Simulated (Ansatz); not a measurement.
Al2N3

```
Al N
1.0
     3.25759    0.00000    0.00000
    -1.62879    2.82115    0.00000
     0.00000    0.00000   15.69899
Al N
4 6
Direct
  0.66667 0.33333 0.43136
  0.33333 0.66667 0.30030
  0.33333 0.66667 0.56864
  0.66667 0.33333 0.69970
  0.00000 0.00000 0.96491
  0.00000 0.00000 0.03509
  0.33333 0.66667 0.43261
  0.66667 0.33333 0.29427
  0.66667 0.33333 0.56739
  0.33333 0.66667 0.70573
```

Space group P-3m1; a generated structure, not necessarily the stable one; not relaxed (largest force 1.2 eV/Å); computed pressure about −4 GPa in this cell.

The calculation used Ansatz 0.2.0, DFT r2SCAN, scalar-relativistic, plane waves, PAW.

> What can the converged valence pseudo-density and electron localisation function tell about the bonding?

Al–N (1.88 Å): the density is about 0.7 e/Å³ at the midpoint; the ELF peaks at about 0.90 in the valence shell of N, 0.8 Å from its nucleus, and is about 0.85 at the midpoint.
Bader's partition of the density gives Al +2.49 and N −2.52 to 0.00 e.

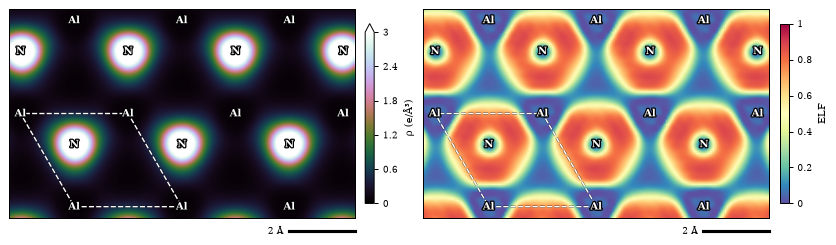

Computed valence pseudo-density and electron localisation function on the (001) plane of the conventional cell, in this order. 

The density is the valence pseudo-density of a PAW calculation; it isn't the true density close to the nuclei.
